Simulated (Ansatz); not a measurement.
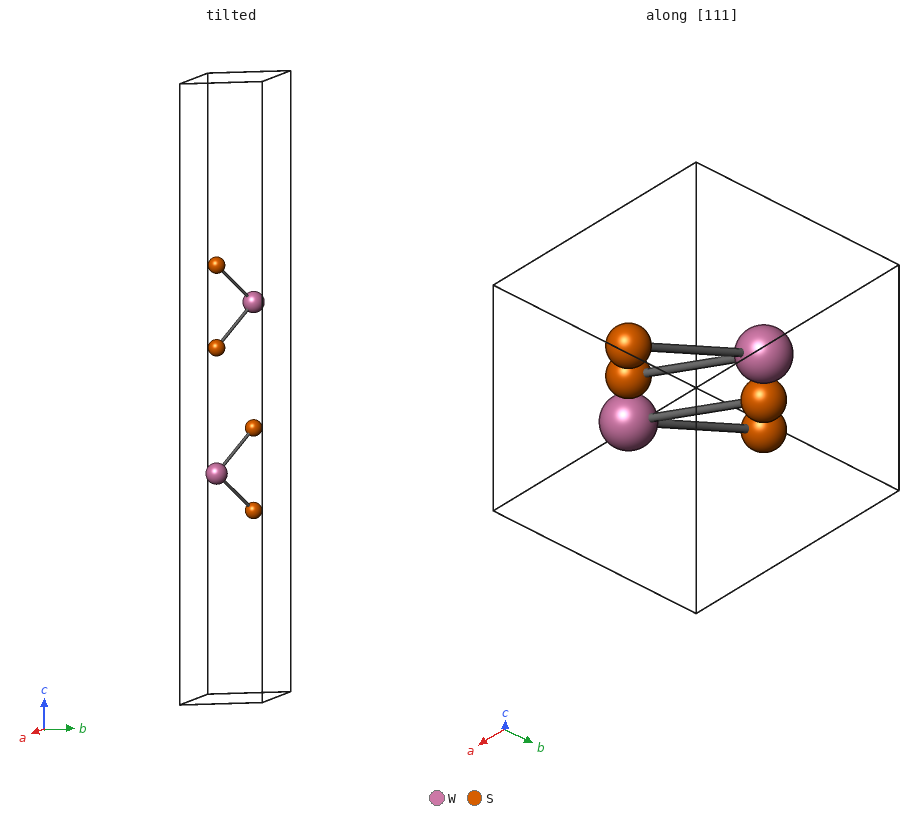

The crystal in a ball-and-stick representation, seen slightly off an axis and along [111]. The simulation cell is drawn as a box. Cell: a = 3.335 Å, b = 3.194 Å, c = 23.567 Å, α = 90.00°, β = 90.00°, γ = 121.47°.

- The solid is WS₂.
- Cell content 2 W, 4 S; Z = 2.
- W is linked to six S in a trigonal prismatic arrangement at about 2.4 to 2.5 Å. Each S atom is coordinated by three W in a trigonal pyramidal arrangement at about 2.4 to 2.5 Å. Not all metal-metal contacts are counted.
- The bonds build WS2 layers parallel to (001).

Provenance: a structure listed in the Materials Project. The cell was then strained or its atoms displaced on purpose. Ansatz was used for an electronic-structure calculation on it.

At this level of theory the cell isn't at rest (stretched, at -4 GPa and forces up to 0.6 eV/Å), so its distances can differ from those at equilibrium, the more so the softer the solid.
